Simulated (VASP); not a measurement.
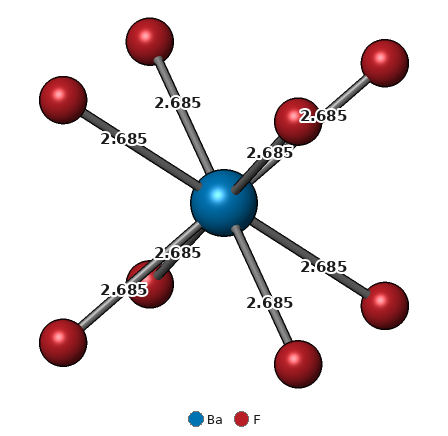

The surroundings of site Ba1 (at 0.000, 0.000, 0.000) in BaF2 (Fm-3m), with bond lengths in Å.

Origin of the cell: an entry of the Crystallography Open Database, as set up for an electronic-structure calculation.

```
Ba F
1.0
     6.20010    0.00000    0.00000
     0.00000    6.20010    0.00000
     0.00000    0.00000    6.20010
Ba F
4 8
Direct
  0.00000 0.00000 0.00000
  0.00000 0.50000 0.50000
  0.50000 0.00000 0.50000
  0.50000 0.50000 0.00000
  0.25000 0.25000 0.75000
  0.25000 0.75000 0.75000
  0.25000 0.75000 0.25000
  0.25000 0.25000 0.25000
  0.75000 0.25000 0.25000
  0.75000 0.75000 0.25000
  0.75000 0.75000 0.75000
  0.75000 0.25000 0.75000
```

Bond valence s = exp((R0 − d)/b), R0 fitted to published crystal structures with b = 0.37 Å; R0 in Å: Ba2+–F 2.172.

Calculate the bond-valence sum of Ba1 from the bonds drawn.

Answer. 8 × 0.250 = 2.00 v.u., against a formal valence of 2: a close match.

And over the whole structure?

Answer.
```tsv
site	x, y, z	formal valence	bond-valence sum	difference
Ba1	0.000, 0.000, 0.000	+2	2.00	0.00
F1	0.250, 0.250, 0.750	−1	1.00	0.00
```

These sums include all anions within 5 Å. The global instability index (root mean square of the differences over all atoms) is 0.00 v.u.: little strain. The cell was not relaxed for this table, and a volume that is off by a few per cent shifts all sums together.
